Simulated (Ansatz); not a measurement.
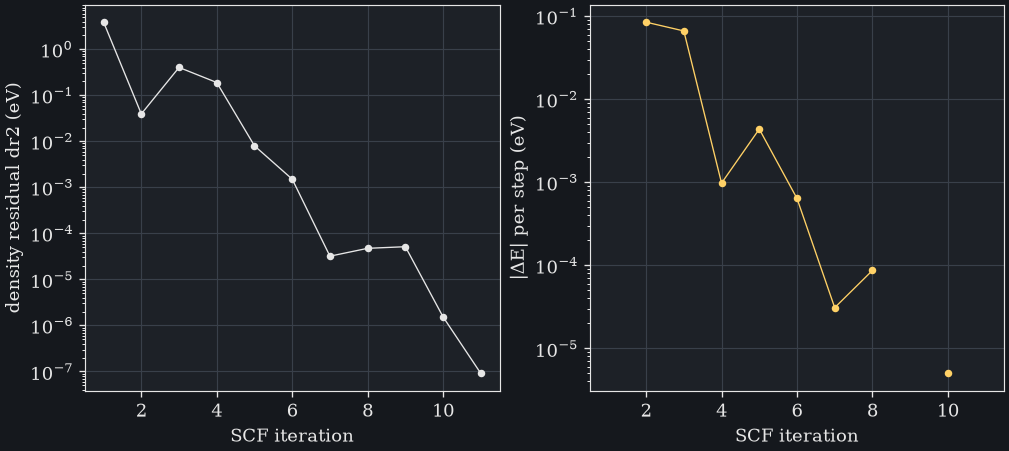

The plot shows the SCF iterations of a calculation: density residual dr2, step-to-step change of the Harris–Foulkes energy. Energy differences below 3 × 10⁻⁶ eV aren't drawn. The starting density is a sum of atomic densities corrected by a trained network.

HfO2 (3 atoms in the cell), run with Ansatz.

```
crystal:
  lattice:
    - [0.0, 4.8329745, 4.8329745]
    - [4.8329745, 0.0, 4.8329745]
    - [4.8329745, 4.8329745, 0.0]
  atoms:
    - { symbol: Hf, position: [0.0, 0.0, 0.0] }
    - { symbol: O, position: [0.2838621859, 0.2838621859, 0.2838621859] }
    - { symbol: O, position: [0.7161378141, 0.7161378141, 0.7161378141] }
basis:
  ecutwfc: 420
kpoints:
  mp_grid: { grid: [8, 8, 8] }
hamiltonian:
  xc: pbe
scf:
  occupations: { method: gaussian, width: 0.05 }
  max_iter: 50
output:
  forces: true
  eigenvalues: true
  stress: true
```

Run as:
```bash
ansatz run input.yaml --threads 2 --pin off --max-ram 5120MiB --backend cpu --events-out ev --progress --plain --runs-dir out
```

How did this run end?

Answer. The run converged; it took 11 iterations. The residual comes down, with one marked jump up, by a factor of about 10, at step 3.

Is anything amiss with this input?

Answer. The input holds a fault (a lattice typed in bohr). The SCF closed all the same, which doesn't make the results meaningful for the real system.
